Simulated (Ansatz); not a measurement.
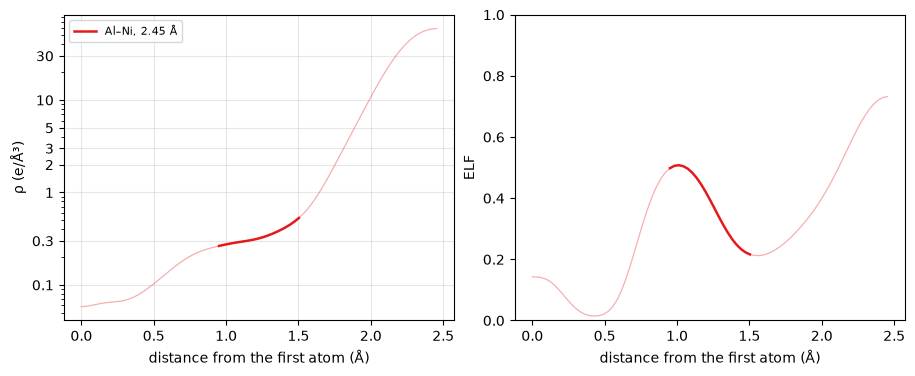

The picture shows: AlNi. Valence pseudo-density and electron localisation function along straight lines between neighbouring atoms. Thin, pale parts lie inside the atomic spheres.

Space group Pm-3m; changed on purpose from its base cell (volume × 0.94); computed pressure about 11 GPa in this cell; computed without spin polarisation.

These are results of Ansatz, DFT PBE, scalar-relativistic, plane waves, PAW, not measurements.

Core electrons are frozen (PAW), and the valence fields are smoothed inside the atomic spheres.

```yaml
crystal:
  lattice:
    - [2.83402, 0.00000, 0.00000]
    - [0.00000, 2.83402, 0.00000]
    - [0.00000, 0.00000, 2.83402]
  atoms:
    - { symbol: Al, position: [0.00000, 0.00000, 0.00000] }
    - { symbol: Ni, position: [0.50000, 0.50000, 0.50000] }
```

Q: What can be read from the curves?

A: Al–Ni (2.45 Å): ρ at the midpoint is about 0.32 e/Å³; the ELF is about 0.40 at the midpoint.
